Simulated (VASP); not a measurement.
**Geometry relaxation of Ru (part 5 of 5)**

The same run, continued: Ru (slab, 4 atoms in the cell); Kohn-Sham DFT of a periodic cell, r2SCAN with rVV10, VASP PAW PBE potentials, recommended, no spin polarisation (VASP 6.6.1); cutoff 520 eV, 16×16×1 k-mesh, methfessel-paxton of 0.1 eV. It belongs to a series of runs on one base structure; here: ladder = r2scan-rvv10.

Geometry of the input (Å; fractional positions):
```
2.6998  0.0000  0.0000
-1.3499  2.3381  0.0000
0.0000  0.0000  27.2693
Ru 0.3333  0.6667  0.3827
Ru 0.6667  0.3333  0.4609
Ru 0.3333  0.6667  0.5391
Ru 0.6667  0.3333  0.6173
```

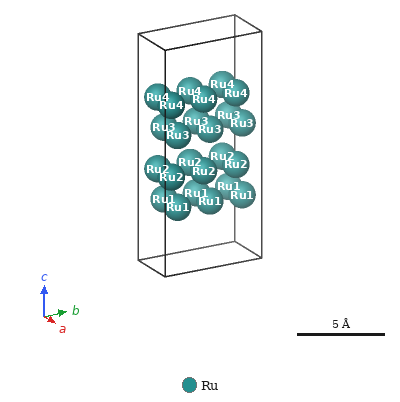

*The geometry at step 9 of the log (spheres-only view of the 2 × 3 repeat of the cell, with the vacuum cut short, seen slightly off an axis; atoms are numbered from 1 in the order of the input).*

### Trajectory as extended XYZ, continued
```
4
Lattice="2.6998 0.0000 0.0000 -1.3499 2.3381 0.0000 0.0000 0.0000 27.2693" Properties=species:S:1:pos:R:3:forces:R:3 step=7 energy=-98.20912
Ru    0.0000    1.5587   10.4356    0.0000   0.0000   0.0779
Ru    1.3499    0.7794   12.4973    0.0000   0.0000  -0.2616
Ru    0.0000    1.5587   14.6191    0.0000   0.0000   0.2921
Ru    1.3499    0.7794   16.6836    0.0000   0.0000  -0.1083
4
Lattice="2.6998 0.0000 0.0000 -1.3499 2.3381 0.0000 0.0000 0.0000 27.2693" Properties=species:S:1:pos:R:3:forces:R:3 step=8 energy=-98.21231
Ru    0.0000    1.5587   10.4356    0.0000   0.0000   0.0066
Ru    1.3499    0.7794   12.4864    0.0000   0.0000   0.0174
Ru    0.0000    1.5587   14.6337    0.0000   0.0000   0.0406
Ru    1.3499    0.7794   16.6898    0.0000   0.0000  -0.0646
4
Lattice="2.6998 0.0000 0.0000 -1.3499 2.3381 0.0000 0.0000 0.0000 27.2693" Properties=species:S:1:pos:R:3:forces:R:3 step=9 energy=-98.21238
Ru    0.0000    1.5587   10.4356    0.0000   0.0000   0.0348
Ru    1.3499    0.7794   12.4894    0.0000   0.0000  -0.0336
Ru    0.0000    1.5587   14.6356    0.0000   0.0000  -0.0396
Ru    1.3499    0.7794   16.6831    0.0000   0.0000   0.0384
4
Lattice="2.6998 0.0000 0.0000 -1.3499 2.3381 0.0000 0.0000 0.0000 27.2693" Properties=species:S:1:pos:R:3:forces:R:3 step=10 energy=-98.21247
Ru    0.0000    1.5587   10.4356    0.0000   0.0000   0.0227
Ru    1.3499    0.7794   12.4881    0.0000   0.0000  -0.0116
Ru    0.0000    1.5587   14.6348    0.0000   0.0000  -0.0041
Ru    1.3499    0.7794   16.6860    0.0000   0.0000  -0.0070
```
